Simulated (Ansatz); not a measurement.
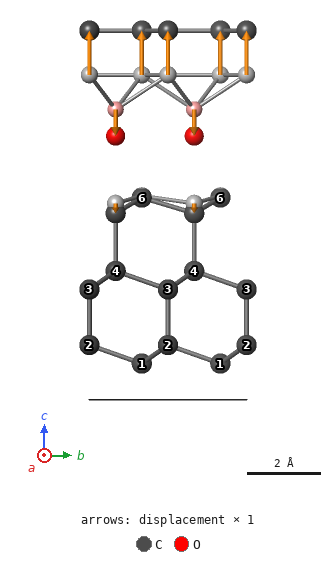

A constrained relaxation of a slab of composition C$_{8}$O (cut from the Fd-3m phase). The starting structure is drawn faded, the final one solid; orange arrows show the displacements, at their true length.

A ball-and-stick model of the 2 × 2 repeat of the cell, outlined in the plane, without the vacuum, seen along the a axis.

Case: O put at a hollow C-C site. The slab is the (1 1 1) face of C with O on it. 4 atoms are held fixed.

Method: DFT PBEsol, scalar-relativistic, plane waves, PAW in Ansatz 0.2.0. (plane-wave cutoff 420 eV; k-point mesh 12 × 12 × 1; occupations gaussian; smearing width 0.05 eV; collinear spin; dipole correction; atoms relaxed in a fixed cell; force threshold 0.03 eV/Å; at most 70 steps)

Q: Atoms of which element are displaced furthest, and by how much?

A: Carbon: up to 1.23 Å, against 0.74 Å for oxygen.

Q: What happened in the run?

A: The energy falls by 4.665 eV per cell of the calculation in 12 geometry steps. Largest force component: 12 eV/Å at the start, 0.0064 eV/Å at the end. The largest moves, 1.23 Å, are those of C atoms. By element the largest moves are C 1.23 Å, O 0.74 Å. The cell stays as it was. Some distances before and after: C–O 1.740 → 3.261 Å, C–C 1.873 → 1.597 Å, C–C 1.466 → 1.515 Å. Bonds break, among them: C–O (1.74 → 3.26 Å). Among the angles between lasting bonds that change: C–C–C 98.1° → 106.7°, C–C–C 118.0° → 112.1°. The program noted that the starting moments weren't kept.

Limits of the set-up: the periodic images lie only 2.5 Å apart, so the values are limited by the cell's size.
